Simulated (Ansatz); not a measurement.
Single-point calculation of Al₃O₂

System: Al₃O₂ (P-3m1, 5 atoms in the cell).
Method: DFT r2SCAN, scalar-relativistic, plane waves, PAW, spin-polarised (Ansatz 0.2.0).

The structure was built on a prototype by a generator; it need not be a known phase. It belongs to a series of runs on one base structure; here: anti-A-type sesquioxide type (P-3m1, No. 164). Figures and captions count atoms from 1; the log counts them from 0 in places.

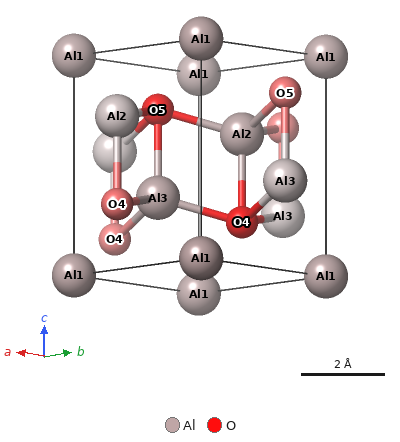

The structure (ball-and-stick view of the cell of the calculation, seen at an oblique angle; neighbours outside the cell are drawn fainter; atoms are numbered from 1 in the order of the input).

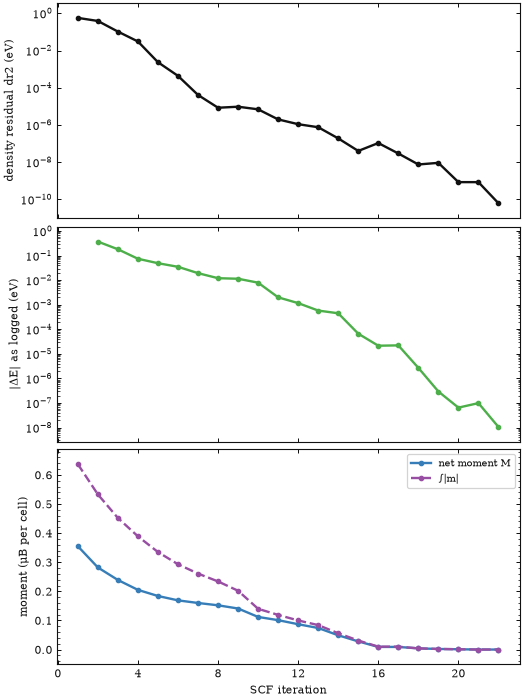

Convergence of the self-consistent field: density residual dr2, size of the energy change and magnetic moment against the SCF iteration. The residual comes down, with one marked jump up, by a factor of about 2.5, at step 16. The net moment goes from 0.4 to 0.0 μB per cell, and ∫|m| falls to zero.

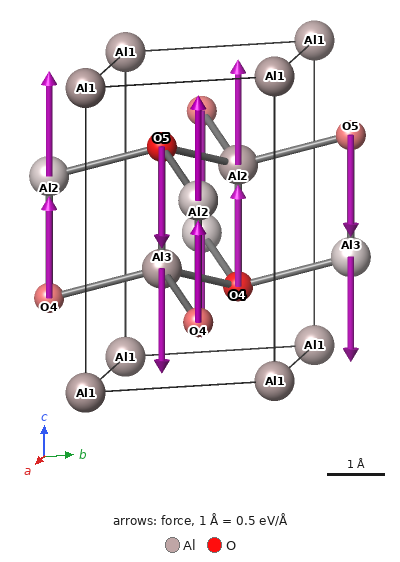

Forces on the atoms as pink arrows (ball-and-stick view of the cell of the calculation, seen slightly off an axis; neighbours outside the cell are drawn fainter; atoms are numbered from 1 in the order of the input). The largest act on Al2, Al3 (0.95 eV/Å); O4, O5 (0.92 eV/Å). The geometry is not a stationary point of this energy.

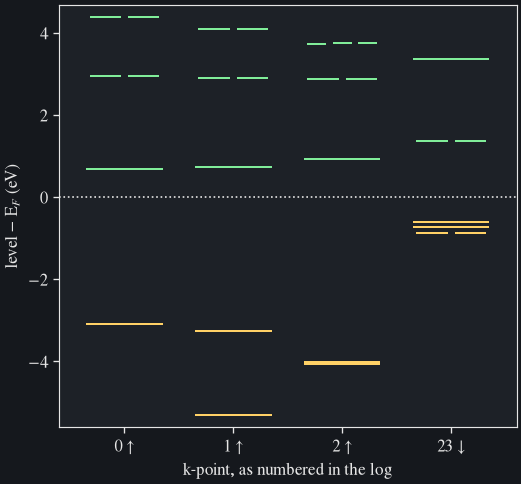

Kohn–Sham levels near the Fermi level (dotted) at the few k-points that the log prints; levels within 0.02 eV of each other stand side by side. The system is metallic on the full mesh.

The input and output of the run follow.

The input
```yaml
crystal:
  lattice:
    - [3.5219054471, 0.0, 0.0]
    - [-1.7609527235, 3.0500595869, 0.0]
    - [0.0, 0.0, 5.4795127895]
  atoms:
    - { symbol: Al, position: [0.0, 0.0, 0.0] }
    - { symbol: Al, position: [0.3333333333, 0.6666666667, 0.645] }
    - { symbol: Al, position: [0.6666666667, 0.3333333333, 0.355] }
    - { symbol: O, position: [0.3333333333, 0.6666666667, 0.245], spin: 1.0 }
    - { symbol: O, position: [0.6666666667, 0.3333333333, 0.755], spin: 1.0 }
basis:
  ecutwfc: 500
kpoints:
  mp_grid: { grid: [6, 6, 4] }
hamiltonian:
  xc: r2scan
scf:
  occupations: { method: gaussian, width: 0.1 }
  lower_state_search: "off"
output:
  forces: true
  stress: true
  eigenvalues: true
  populations: true
magnetization:
  spin_polarized: true
```

Launch command:
```bash
ansatz run input.yaml --threads 1 --pin off --max-ram 2560MiB --backend cpu --events-out ev --progress --plain --runs-dir out
```

Log
```
Engine: ansatz 0.2.0, aarch64-unknown-linux-gnu
Pseudopotentials: kind: paw
Pseudopotential: Al, paw, valence charge 3, recommended cutoff 500 eV (meta_gga), Al.paw.azcp
Pseudopotential: O, paw, valence charge 6, recommended cutoff 500 eV (meta_gga), O.paw.azcp
Functional definition: r2SCAN
  parameter k0 = 0.174
  parameter k1 = 0.065
  parameter a1 = 4.9479
  exchange = r2scan_x(k0 = k0, k1 = k1, a1 = a1)
  correlation = r2scan_c
Crystal: 5 atoms, lattice volume = 58.861 Å³
Basis set: ecut = 500 eV, 1483 PW (Γ), exchange–correlation on 108×108×160 points (64 copies of the dense FFT grid, shifted against one another)
Bands: 17, of which v1, the nominal top of the filled ones, is band 11 counted from 1 (10 counted from 0)
Symmetry: 12 space group operations
Space group: P-3m1 (ITA 164), of the structure as read, at distance tolerance 3.9e-5 Å
Magnetic group: BNS 164.85 (UNI 1315), of the structure as read, at distance tolerance 3.9e-5 Å
k-points: 24 of 144
Non-local potential: Al, projectors of the file, l = 0: 2, l = 1: 2, l = 2: 1
Non-local potential: O, projectors of the file, l = 0: 2, l = 1: 2, l = 2: 1
PAW form: soft (Blöchl's): semilocal exchange-correlation on the pseudo side does not see the compensation charge
PAW frozen core: Al, regenerated for the run's functional (the file was generated under x = pbe(κ = 0.804, μ = 0.2195149727645171), c = pbe(β = 0.06672455060314922))
PAW frozen core: O, regenerated for the run's functional (the file was generated under x = pbe(κ = 0.804, μ = 0.2195149727645171), c = pbe(β = 0.06672455060314922))
PAW one-centre angular grid: Al, 302 points (default); XC on 160 Gauss nodes
PAW one-centre angular grid: O, 302 points (default); XC on 160 Gauss nodes
Initial density: superposition of atomic densities (chi_scale 0.1, normalization cell, long waves kept (reshape's long-wave potential 0.05 eV rms))
Starting moments: Σ|m| = 2 μB on 2 of 5 sites
Initial wavefunctions: pseudopotential atomic-orbital guess
Functional: x = r2scan, c = r2scan; τ floored in thin density (d = 2e-4 eV/Å³)
iter 1 solved again at ethr=2.69e-3 eV; its pass at ethr=3.10e-3 eV (dr2=5.66e-1 eV) is discarded
SCF iter   1: F=-2753.723514 eV  HF=-2753.266148 eV  |F-HF|=4.57e-1  |Δ(HF+E_count)|=         —  Δρ=4.19e-2 (↑4.01e-2 ↓4.19e-2)  dr2=5.67e-1  dr2_τ=5.62e-2  dr2_m=8.24e-1  M=0.355 μB ∫|m|=0.637 μB  β_m=0.30  ethr=2.69e-3  ⟨swp⟩=1.0  Hψ=6346  notcnv=0
preconditioner: auto → Kerker (q_TF=auto, 2.298 Å⁻¹)  [metal: Δε(μ)=0.050 eV  Ē_g=9.773 eV  σ=0.100 eV  W_gap=0.26  n_scr=10 (ndim 8)  ℏωp=20.0 eV  f_vac=0.000  D(μ)=1.88/eV (n_scr^D=22)]
spin=Collinear: Kerker preconditioning applied to the charge; magnetization (m = ρ↑ − ρ↓) channel mixes plain (no charge-response kernel on spin).
SCF iter   2: F=-2753.843863 eV  HF=-2753.639519 eV  |F-HF|=2.04e-1  |Δ(HF+E_count)|=   3.73e-1  Δρ=3.40e-2 (↑3.10e-2 ↓3.40e-2)  dr2=3.87e-1  dr2_τ=8.23e-3  dr2_m=5.15e-1  M=0.282 μB ∫|m|=0.533 μB  β_m=0.30  ethr=2.69e-3  ⟨swp⟩=2.0  Hψ=1308  notcnv=0  κ⁻¹=1.0e0(r=1)
preconditioner: auto → none  [insulator: Δε(μ)=0.121 eV  Ē_g=9.700 eV  σ=0.100 eV  W_gap=0.61  n_scr=10 (ndim 8)  ℏωp=20.0 eV  f_vac=0.000  D(μ)=1.15/eV (n_scr^D=2)  ε∞_Penn≈5.2]
SCF iter   3: F=-2753.917241 eV  HF=-2753.821251 eV  |F-HF|=9.60e-2  |Δ(HF+E_count)|=   1.82e-1  Δρ=3.04e-2 (↑3.04e-2 ↓1.82e-2)  dr2=1.04e-1  dr2_τ=6.98e-3  dr2_m=3.11e-1  M=0.239 μB ∫|m|=0.452 μB  β_m=0.30  ethr=1.84e-3  ⟨swp⟩=2.7  Hψ=1806  notcnv=0  defer=10  κ⁻¹=2.6e-2(r=2)
SCF iter   4: F=-2753.980764 eV  HF=-2753.896031 eV  |F-HF|=8.47e-2  |Δ(HF+E_count)|=   7.48e-2  Δρ=2.21e-2 (↑2.21e-2 ↓1.60e-2)  dr2=3.06e-2  dr2_τ=3.33e-3  dr2_m=1.93e-1  M=0.205 μB ∫|m|=0.389 μB  β_m=0.30  ethr=4.93e-4  ⟨swp⟩=1.6  Hψ=1462  notcnv=0  defer=32  κ⁻¹=3.0e-3(r=3)
SCF iter   5: F=-2754.008243 eV  HF=-2753.945333 eV  |F-HF|=6.29e-2  |Δ(HF+E_count)|=   4.93e-2  Δρ=1.53e-2 (↑1.53e-2 ↓1.47e-2)  dr2=2.35e-3  dr2_τ=2.17e-3  dr2_m=1.20e-1  M=0.184 μB ∫|m|=0.335 μB  β_m=0.30  ethr=1.46e-4  ⟨swp⟩=1.6  Hψ=1268  notcnv=0  defer=34  κ⁻¹=6.9e-4(r=4)
SCF iter   6: F=-2754.016947 eV  HF=-2753.980537 eV  |F-HF|=3.64e-2  |Δ(HF+E_count)|=   3.52e-2  Δρ=1.22e-2 (↑1.15e-2 ↓1.22e-2)  dr2=4.34e-4  dr2_τ=1.37e-3  dr2_m=7.53e-2  M=0.169 μB ∫|m|=0.293 μB  β_m=0.30  ethr=1.12e-5  ⟨swp⟩=2.0  Hψ=1415  notcnv=0  defer=34  κ⁻¹=5.0e-5(r=5)
SCF iter   7: F=-2754.022526 eV  HF=-2753.999941 eV  |F-HF|=2.26e-2  |Δ(HF+E_count)|=   1.94e-2  Δρ=9.47e-3 (↑9.47e-3 ↓9.30e-3)  dr2=4.09e-5  dr2_τ=9.08e-4  dr2_m=4.75e-2  M=0.160 μB ∫|m|=0.261 μB  β_m=0.30  ethr=2.07e-6  ⟨swp⟩=2.1  Hψ=1481  notcnv=0  defer=34  κ⁻¹=9.4e-6(r=6)
SCF iter   8: F=-2754.026260 eV  HF=-2754.011996 eV  |F-HF|=1.43e-2  |Δ(HF+E_count)|=   1.21e-2  Δρ=7.52e-3 (↑7.52e-3 ↓7.51e-3)  dr2=8.43e-6  dr2_τ=6.19e-4  dr2_m=3.04e-2  M=0.152 μB ∫|m|=0.234 μB  β_m=0.54  ethr=1.95e-7  ⟨swp⟩=3.2  Hψ=1601  notcnv=0  defer=34
Mixer restart at iter 8: flushing history
spin-set hold released at iteration 8 (site moments contracting): the magnetisation degrees of freedom join the quasi-Newton model from the next iteration; the mixer history was flushed
SCF iter   9: F=-2754.030017 eV  HF=-2754.023515 eV  |F-HF|=6.50e-3  |Δ(HF+E_count)|=   1.15e-2  Δρ=4.74e-3 (↑4.66e-3 ↓4.74e-3)  dr2=9.57e-6  dr2_τ=3.42e-4  dr2_m=1.19e-2  M=0.141 μB ∫|m|=0.202 μB  β_m=0.41  ethr=4.02e-8  ⟨swp⟩=3.0  Hψ=1830  notcnv=0  defer=38  κ⁻¹=1.0e0(r=1)
SCF iter  10: F=-2754.034135 eV  HF=-2754.031460 eV  |F-HF|=2.67e-3  |Δ(HF+E_count)|=   7.95e-3  Δρ=6.88e-4 (↑6.88e-4 ↓5.91e-4)  dr2=6.93e-6  dr2_τ=1.33e-5  dr2_m=2.20e-4  M=0.112 μB ∫|m|=0.140 μB  β_m=0.96  ethr=4.02e-8  ⟨swp⟩=4.4  Hψ=2005  notcnv=0  defer=38  κ⁻¹=3.6e-3(r=2)
SCF iter  11: F=-2754.034922 eV  HF=-2754.033474 eV  |F-HF|=1.45e-3  |Δ(HF+E_count)|=   2.01e-3  Δρ=3.56e-4 (↑3.21e-4 ↓3.56e-4)  dr2=1.99e-6  dr2_τ=4.61e-6  dr2_m=6.17e-5  M=0.101 μB ∫|m|=0.119 μB  β_m=1.20  ethr=3.30e-8  ⟨swp⟩=3.0  Hψ=1793  notcnv=0  defer=46  κ⁻¹=3.3e-3(r=3)
SCF iter  12: F=-2754.035345 eV  HF=-2754.034648 eV  |F-HF|=6.96e-4  |Δ(HF+E_count)|=   1.17e-3  Δρ=1.80e-4 (↑1.76e-4 ↓1.80e-4)  dr2=1.10e-6  dr2_τ=1.18e-6  dr2_m=1.70e-5  M=0.087 μB ∫|m|=0.100 μB  β_m=1.20  ethr=9.46e-9  ⟨swp⟩=3.3  Hψ=1779  notcnv=0  defer=46  κ⁻¹=1.4e-4(r=4)
SCF iter  13: F=-2754.035532 eV  HF=-2754.035231 eV  |F-HF|=3.01e-4  |Δ(HF+E_count)|=   5.83e-4  Δρ=1.27e-4 (↑1.26e-4 ↓1.27e-4)  dr2=7.56e-7  dr2_τ=5.79e-7  dr2_m=8.48e-6  M=0.074 μB ∫|m|=0.084 μB  β_m=1.20  ethr=5.22e-9  ⟨swp⟩=3.0  Hψ=1690  notcnv=0  defer=49  κ⁻¹=2.1e-5(r=5)
SCF iter  14: F=-2754.035700 eV  HF=-2754.035682 eV  |F-HF|=1.74e-5  |Δ(HF+E_count)|=   4.51e-4  Δρ=7.66e-5 (↑7.66e-5 ↓7.38e-5)  dr2=1.90e-7  dr2_τ=1.69e-7  dr2_m=3.00e-6  M=0.049 μB ∫|m|=0.056 μB  β_m=1.20  ethr=3.60e-9  ⟨swp⟩=3.9  Hψ=1939  notcnv=0  defer=52  κ⁻¹=3.8e-6(r=6)
SCF iter  15: F=-2754.035761 eV  HF=-2754.035749 eV  |F-HF|=1.25e-5  |Δ(HF+E_count)|=   6.66e-5  Δρ=3.81e-5 (↑3.81e-5 ↓3.63e-5)  dr2=4.02e-8  dr2_τ=2.44e-8  dr2_m=7.34e-7  M=0.028 μB ∫|m|=0.031 μB  β_m=1.20  ethr=4.76e-10  ⟨swp⟩=11.0  Hψ=5449  notcnv=0  κ⁻¹=2.4e-6(r=7)
SCF iter  16: F=-2754.035789 eV  HF=-2754.035771 eV  |F-HF|=1.84e-5  |Δ(HF+E_count)|=   2.16e-5  Δρ=1.62e-5 (↑1.60e-5 ↓1.62e-5)  dr2=1.07e-7  dr2_τ=3.68e-9  dr2_m=1.28e-7  M=0.009 μB ∫|m|=0.010 μB  β_m=1.20  ethr=1.92e-10  ⟨swp⟩=8.7  Hψ=4586  notcnv=0  κ⁻¹=2.3e-6(r=8)
SCF iter  17: F=-2754.035793 eV  HF=-2754.035793 eV  |F-HF|=7.60e-8  |Δ(HF+E_count)|=   2.23e-5  Δρ=1.09e-5 (↑1.09e-5 ↓1.05e-5)  dr2=2.94e-8  dr2_τ=3.28e-9  dr2_m=6.03e-8  M=0.009 μB ∫|m|=0.010 μB  β_m=1.20  ethr=1.92e-10  ⟨swp⟩=3.7  Hψ=4092  notcnv=0  κ⁻¹=1.3e-6(r=8)
SCF iter  18: F=-2754.035795 eV  HF=-2754.035796 eV  |F-HF|=3.10e-7  |Δ(HF+E_count)|=   2.71e-6  Δρ=5.17e-6 (↑5.17e-6 ↓4.64e-6)  dr2=7.54e-9  dr2_τ=7.17e-10  dr2_m=1.13e-8  M=0.004 μB ∫|m|=0.004 μB  β_m=1.20  ethr=1.40e-10  ⟨swp⟩=7.1  Hψ=4201  notcnv=0  κ⁻¹=5.0e-5(r=8)
SCF iter  19: F=-2754.035796 eV  HF=-2754.035796 eV  |F-HF|=1.19e-7  |Δ(HF+E_count)|=   2.95e-7  Δρ=2.88e-6 (↑2.88e-6 ↓2.56e-6)  dr2=9.22e-9  dr2_τ=1.91e-10  dr2_m=2.49e-9  M=0.002 μB ∫|m|=0.002 μB  β_m=1.20  ethr=3.59e-11  ⟨swp⟩=5.7  Hψ=3570  notcnv=0  κ⁻¹=2.1e-5(r=8)
iter 20 did not close the SCF: its close was put off for a magnetic moment that had not settled (scf_convergence_deferred on its scf_iter line)
SCF iter  20: F=-2754.035796 eV  HF=-2754.035796 eV  |F-HF|=3.74e-8  |Δ(HF+E_count)|=   6.52e-8  Δρ=1.86e-6 (↑1.86e-6 ↓1.77e-6)  dr2=8.49e-10  dr2_τ=1.17e-10  dr2_m=1.53e-9  M=0.001 μB ∫|m|=0.001 μB  β_m=1.20  ethr=3.59e-11  ⟨swp⟩=5.1  Hψ=3426  notcnv=0  κ⁻¹=3.0e-5(r=8)
iter 21 did not close the SCF: its close was put off for a magnetic moment that had not settled (scf_convergence_deferred on its scf_iter line)
SCF iter  21: F=-2754.035796 eV  HF=-2754.035796 eV  |F-HF|=1.40e-8  |Δ(HF+E_count)|=   9.95e-8  Δρ=5.69e-7 (↑5.53e-7 ↓5.69e-7)  dr2=8.47e-10  dr2_τ=3.15e-12  dr2_m=4.87e-11  M=-0.000 μB ∫|m|=0.000 μB  β_m=1.20  ethr=4.04e-12  ⟨swp⟩=2.0  Hψ=3512  notcnv=0  κ⁻¹=1.7e-5(r=8)
SCF iter  22: F=-2754.035796 eV  HF=-2754.035796 eV  |F-HF|=1.26e-9  |Δ(HF+E_count)|=   1.06e-8  Δρ=1.58e-7 (↑1.19e-7 ↓1.58e-7)  dr2=6.21e-11  dr2_τ=2.61e-13  dr2_m=4.15e-12  M=-0.000 μB ∫|m|=0.000 μB  ethr=4.03e-12  ⟨swp⟩=1.0  Hψ=2359  notcnv=0
WARN: the starting moments were not kept: the SCF closed with an absolute magnetisation of 9.3e-5 μB, where they sum to 2 μB in size (2 sites). That is at most 0.1 of that sum. Measured as dr2_m measures the in/out step, that magnetisation stands 7.8e-10 eV from none, at or under the dr2_threshold of 1.0e-7 eV: it is no larger than a step whose dr2_m would equal this threshold. The system may hold no moment; this SCF shows only that its start led to no more than that. To try another start: raise the starting moments (crystal.atoms[].spin, magnetization.per_species, magnetization.initial_magnetization, or on a non-collinear deck that types none of these the spinor_matrix: blocks that start its atoms; where the total moment is fixed, keep their sum and leave initial_magnetization as it is; typed ones take the place of any that the run laid by itself, positive ones on a crystal's lanthanoids without a Hubbard term where scf.initial_density.shell_occupations: [] is typed) or, if the notice of its spin-set hold's release reads "site moments contracting" or "site moments show no strong build", lengthen the hold (scf.mixing.spin_hold: { on: { confirm: 4 } }; for m-r²SCAN on two components see the key's manual first). Each may lead to a state that holds a moment. A second SCF, from the converged charge density, with the starting moments and any scf.initial_density.shell_occupations laid on it anew, would have followed, and was not run: the deck does not ask for one (magnetization.retry_lost_moments is false, the default). To let it run, set magnetization.retry_lost_moments: true and run the deck again, where that key's refused combinations let it; where memory then withholds it, that run's warning says so.
SCF 1 converged in 22 iterations: F = -2754.035796 eV  dr2 = 6.21e-11
  greatest PAW one-centre occupation: 0.902 electrons in one spin orbital (limit 2), on the O atom at site 4 (counted from 0), in its partial waves of l = 0
this state was not tested for a lower state beside it, because the mixer in use, unlike msr1, does not test its closes by its own steps (another_mixer; see scf.mixing.algorithm and scf.lower_state_search)
SCF converged after 22 iterations
Magnetization: -0.0001 μB (10.5000 up, 10.5000 down)
Absolute magnetization: 0.0001 μB (∫|ρ↑−ρ↓|, with the PAW one-centre terms)
Spin contamination: 0.0000 ħ² per cell (⟨S²⟩ above its minimum at these occupations)
Per-site moments (μB) at R_I (Å): [(2.6088524434406797e-7, 1.0050840143352955), (-5.610383565318718e-6, 0.8748413378137109), (-5.6103835652699165e-6, 0.8748413378137109), (-1.1001715126617966e-5, 0.8748413378137109), (-1.1001715126518614e-5, 0.8748413378137109)]
Free energy (F): -2754.035796 eV
Harris-Foulkes:  -2754.035796 eV  (|F-HF|=1.26e-9)
Internal energy: -2754.025233 eV  (E = F + TS)
E sigma→0 (E₀):  -2754.030515 eV
Entropy (-TS):   -0.010563 eV (-2.113 meV/atom)
Fermi energy:    10.344538 eV
--- Per-component energies (eV) ---
  E_band       = 13.122803
  E_kinetic    = 426.369890
  E_local      = -786.813545  (includes V_loc(G=0)·N_el)
  E_nonlocal   = 124.590742
  E_hartree    = 310.423379
  E_xc         = -258.466487
  E_vxc        = -309.751702  (∫ρ·V_xc dr)
  E_paw        = -1736.964120  (= ΣΔE_a)
  E_vpaw       = -81.227321  (= ΣTr[D̂ρ^β])
  E_aug_tail   = 0.001948  (compensation charges beyond the density's cutoff)
  E_vtau       = 19.106070  (kinetic-family band-sum trace: ∫τ·v_τ [+ j·A + Jᵃ·Aᵃ] dr)
  E_ewald      = -832.922835
  E_core_change = -0.244206  (= ΣΔE_core)
  E_smearing   = -0.010563  (= −TS)
  E_closure    = 0.000000  (closes the sum)
  Σ components = -2754.035796   (vs F -2754.035796, Δ=0.00e0)
--- Forces (eV/Å), atoms counted from 1 ---
  atom   1  Al     0.00000000     0.00000000     0.00000000
  atom   2  Al    -0.00000000     0.00000000     0.94637349
  atom   3  Al     0.00000000    -0.00000000    -0.94637349
  atom   4  O      0.00000000     0.00000000     0.91829265
  atom   5  O      0.00000000     0.00000000    -0.91829265
  max |Σ_I F_I| component: 3.70e-17 eV/Å
--- Stress (GPa, compression-positive) ---
        9.994005       0.000000       0.000000
        0.000000       9.994005       0.000000
        0.000000      -0.000000      25.307163
  P = ⅓ Tr σ = 15.0984 GPa (150.984 kbar)
--- Band table (eV; the first three rows and the last of 48) ---
  k-point 0 ↑: bands = ["-12.9989", "-12.3131", "-0.4762", "2.9238", "2.9238", "3.1689", "3.3909", "3.3909", "3.8271", "7.2671", "11.0391", "13.3056", "13.3056", "14.7387", "14.7387", "16.0441", "16.9907"]
  k-point 1 ↑: bands = ["-12.9080", "-12.4196", "-0.1717", "2.0056", "2.9860", "2.9860", "3.3266", "3.3266", "5.0333", "7.0821", "11.0887", "13.2402", "13.2402", "14.4510", "14.4510", "15.0971", "16.9054"]
  k-point 2 ↑: bands = ["-12.7177", "-12.6254", "0.4638", "0.9954", "3.0969", "3.0969", "3.2135", "3.2135", "6.2940", "6.3385", "11.2672", "13.2344", "13.2344", "14.0791", "14.0940", "14.0940", "17.2195"]
  k-point 23 ↓: bands = ["-12.2480", "-12.2480", "0.2262", "0.2262", "0.8453", "0.8924", "3.2146", "3.2146", "9.4783", "9.4783", "9.6225", "9.7411", "11.7208", "11.7208", "13.7195", "16.4630", "16.4630"]
--- Löwdin populations: 5 sites ---
  site symbol       q [e]    m [muB]
     0     Al      2.5873    -0.0000
     1     Al      2.3417    -0.0000
     2     Al      2.3417    -0.0000
     3      O      6.7214    -0.0000
     4      O      6.7214    -0.0000
  spilling = 0.013640 (of n_electrons = 21.000000)
```

Results in brief

| quantity | value |
| --- | --- |
| outcome | converged |
| space group (tolerance 0.01 Å) | P-3m1 (164) |
| electrons treated | 21 |
| free energy | −2754.0358 eV |
| Fermi energy | 10.345 eV |
| gap on the k-point mesh | none (metallic) |
| net moment of the cell | 0.00 μB |
| integrated absolute moment | 0.00 μB |
| pressure | 15.10 GPa |
| largest force (length of the vector) | 0.946 eV/Å |
| hardware | 1 thread of Arm Neoverse V2, 128 GiB of memory available, shared host |
| wall time | 28 s |
| peak memory | 0.44 GiB |

The electronic state found may not be the lowest one. Warnings of the run: some starting moments were not kept; the state was not tested for a lower one.
